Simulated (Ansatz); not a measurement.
B3HN3 (slab)

Input file:

```
crystal:
  lattice:
    - [2.5061138137, 0.0, 0.0]
    - [-1.2530569069, 2.1703582275, 0.0]
    - [0.0, 0.0, 25.5926876598]
  atoms:
    - { symbol: B, position: [0.6666666667, 0.3333333333, 0.3321261179] }
    - { symbol: "N", position: [0.3333333333, 0.6666666667, 0.3322402185] }
    - { symbol: B, position: [0.3333333333, 0.6666666667, 0.4620997201] }
    - { symbol: "N", position: [0.0, 0.0, 0.4621445588] }
    - { symbol: B, position: [0.0, 0.0, 0.5919331885] }
    - { symbol: "N", position: [0.6666666667, 0.3333333333, 0.5920079078] }
    - { symbol: H, position: [0.8333333333, 0.6666666667, 0.6271742026], spin: 1.0 }
basis:
  ecutwfc: 420
kpoints:
  mp_grid: { grid: [12, 12, 1] }
hamiltonian:
  xc: pbe
  dispersion: d3bj
scf:
  occupations: { method: gaussian, width: 0.05 }
output:
  forces: true
  eigenvalues: true
  populations: true
  write_density: true
  write_potential: true
  elf: true
  volumetric_format: npy
magnetization:
  spin_polarized: true
relax:
  adjacent_minimum: "off"
  f_tol: 0.03
  max_steps: 70
  constraints: [{ sites: [0, 1] }]
efield:
  axis: 3
  dipole_correction: true
  ramp_width: 0.04
```

Run with:

```sh
ansatz run input.yaml --threads 1 --pin off --max-ram 2560MiB --backend cpu --events-out ev --progress --plain --runs-dir out
```

The fields are those of the relaxed geometry.

The program warned that a starting moment wasn't kept; spin-polarised.

Computed with Ansatz 0.2.0, DFT PBE+D3(BJ), scalar-relativistic, plane waves, PAW.

In a PAW calculation such maps are meaningful between the atoms, not at the nuclei.

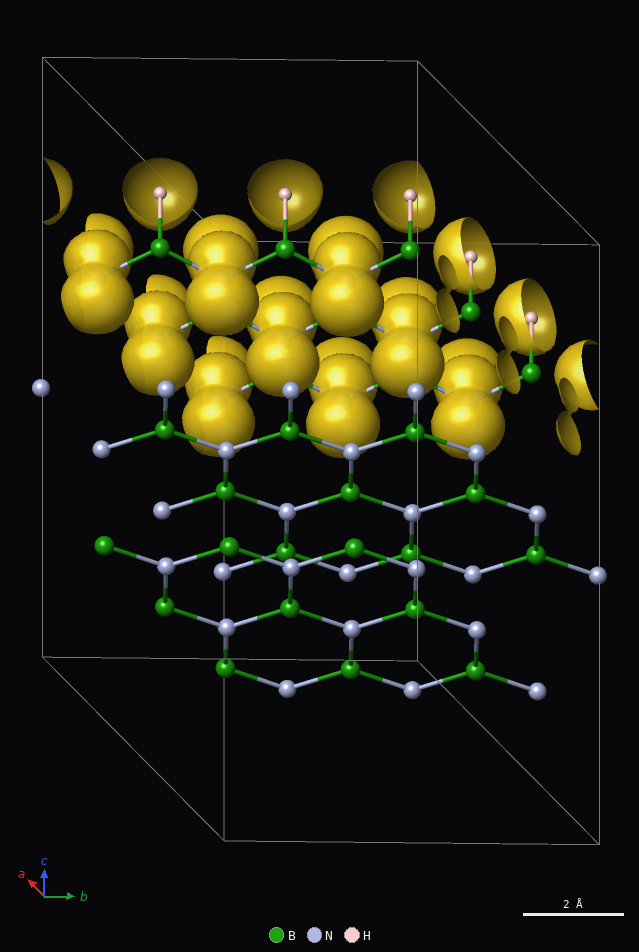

Figure 1. Isosurfaces of the spin density (up minus down) at +0.05 (yellow) and −0.05 e/Å³ (cyan), seen at an oblique angle. Sticks mark near contacts.

### Which atoms carry the moments, and with what signs?

The spin density sits on N: +0.3 μB in one cell of 7 atoms, with smaller moments on H (up to +0.18 μB): with much of the spin spread outside that site. The cell of the calculation (7 atoms) carries 1.0 μB of net spin moment. Only one sign reaches the isovalue.

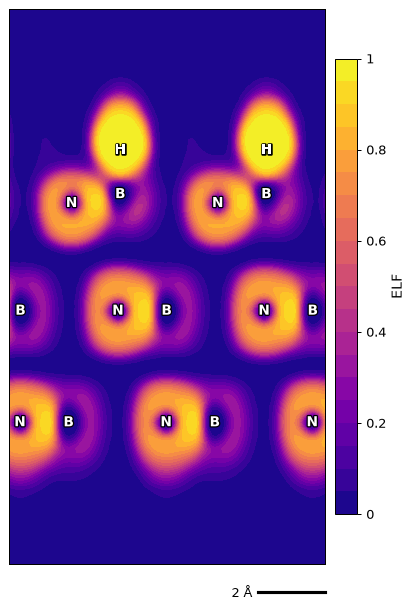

Figure 2. Electron localisation function on the (110) plane of the calculation cell, a cut from vacuum to vacuum.

### Describe what can be read from this map.

- Atoms in the plane: B, N and H.
- B–H (1.32 Å): the ELF climbs to about 1 towards the hydrogen, as it does in any bond to H.
- B–N (1.45 Å): the ELF peaks at about 0.95 between the atoms.
- The ELF also peaks beside N, away from the bonds: non-bonding electrons, paired or unpaired.

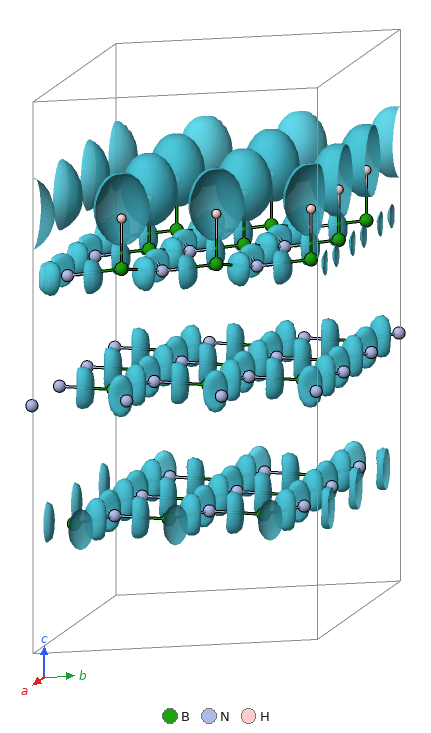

Figure 3. Isosurface of the ELF at 0.85 (cyan), seen slightly off an axis. Core shells and regions of very low density are left out. Sticks mark near contacts.

### What do the ELF domains correspond to?

At this value the surface marks out nine regions between bonded B–N atoms and one region around a hydrogen nucleus, counted in one cell of 7 atoms. Counts are for one cell; the picture repeats the cell along the surface.

### Does the calculation give a band gap?

It is gapless in this calculation (a metal or semimetal).
